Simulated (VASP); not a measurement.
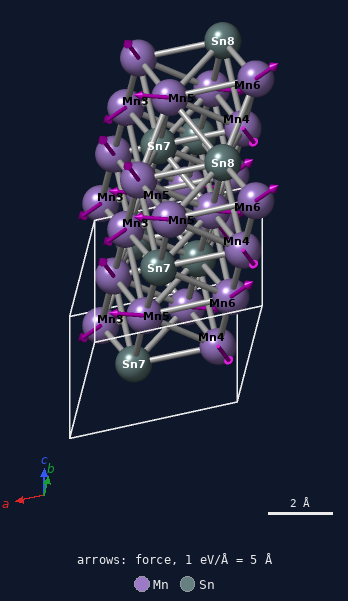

Starting geometry of crystalline Mn3Sn (set up in P6_3/mmc) with the computed forces as purple arrows. Style: ball-and-stick. Shown: the cell of the calculation, repeated 1 × 2 × 2 with one cell outlined, from a free direction.

The run lets cell and atoms move.

Computed with Kohn-Sham DFT of a periodic cell, PBE, VASP PAW PBE potentials, recommended (VASP).

Input file:
```
SYSTEM = Mn3Sn
PREC = Accurate ; ENCUT = 600
EDIFF = 1E-7 ; ISMEAR = -1
SIGMA = 0.05 ; LREAL = .False.
LASPH = .True. ; NELM = 100
ALGO = Normal ; ISIF = 3
LWAVE = .False. ; LCHARG = .False.
LNONCOLLINEAR = .True. ; MAGMOM = 0 -3 0 -2.5981 1.5 0 2.5981 1.5 0 0 -3 0 -2.5981 1.5 0 2.5981 1.5 0 0 0 0 0 0 0
LORBIT = 11 ; LMAXMIX = 4
GGA = PE ; IBRION = 2
NSW = 40 ; EDIFFG = -0.005
KPAR = 8
```

Run as
```bash
cat potpaw_PBE.64/Mn_pv/POTCAR potpaw_PBE.64/Sn_d/POTCAR > POTCAR
mpirun -np 8 vasp_ncl > vasp.out
```

### What follows when this structure is relaxed?

It isn't relaxed: the largest force vector, on Mn atoms, is 0.23 eV/Å. The atoms end up moving mostly along the starting forces (cosine between the two patterns 1.00). After 7 geometry steps the energy has fallen by 0.123 eV per cell of the calculation. Largest force component: 0.23 eV/Å at the start, 0.0014 eV/Å at the end. Pressure: −4.15 GPa at the start and 0.04 GPa at the end. The largest moves relative to the cell, 0.039 Å, are those of Mn atoms. Sn stays in place. The drawn cell changes as follows: a = b 5.662 → 5.568 Å (−1.7 %), c 4.529 → 4.428 Å (−2.2 %); the volume changes by −5.5 %. Some distances before and after: Mn–Mn 2.751 → 2.637 Å, Mn–Mn 2.766 → 2.687 Å, Mn–Sn 2.832 → 2.785 Å, Mn–Mn 2.912 → 2.931 Å. The space group stays P6_3/mmc (No. 194).
